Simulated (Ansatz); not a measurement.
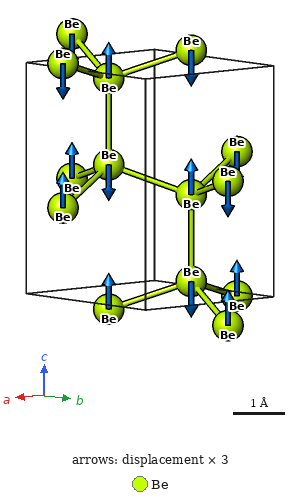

This is a relaxation of solid Be (built on the lonsdaleite_194 type) (coarse preliminary run). The starting structure is drawn; blue arrows show the displacements (the part carried along by the change of the cell is left out), magnified 3 times.

A ball-and-stick model of the cell of the calculation, seen from a free direction.

Case: lonsdaleite type (P6_3/mmc, No. 194).

Level of theory: Ansatz, DFT PBEsol, scalar-relativistic, plane waves, PAW. (plane-wave cutoff 420 eV; k-point mesh 9 × 9 × 4; occupations gaussian; smearing width 0.1 eV; no spin polarisation; cell and atoms relaxed; force threshold 0.04 eV/Å; at most 70 steps)

Describe the change and its energy.

Answer. The largest moves relative to the cell, 0.25 Å, are those of Be atoms. Cell: a = b 2.828 → 3.683 Å (+30.3 %), c 4.665 → 3.966 Å (−15.0 %). Volume +44.3 %. Some distances before and after: Be–Be 2.916 → 1.983 Å, Be–Be 1.734 → 2.127 Å, Be–Be 1.750 → 1.983 Å. New bonds form: Be–Be (2.92 → 1.98 Å). Among the angles between lasting bonds that change: Be–Be–Be 109.7° → 90.0°, Be–Be–Be 109.3° → 120.0°. The space group (tolerance 0.01 Å) goes from P6_3/mmc (No. 194) to P6/mmm (No. 191). After 11 accepted moves (13 points after the start) the energy has fallen by 1495 meV per atom. Largest force component: 0.42 eV/Å at the start, 0.00021 eV/Å at the end. The pressure goes from 64.15 to 0.04 GPa. At 2 points the geometry stayed and the basis and grid were re-selected for the new cell (energy shift of 10.4 meV per atom at most each time).
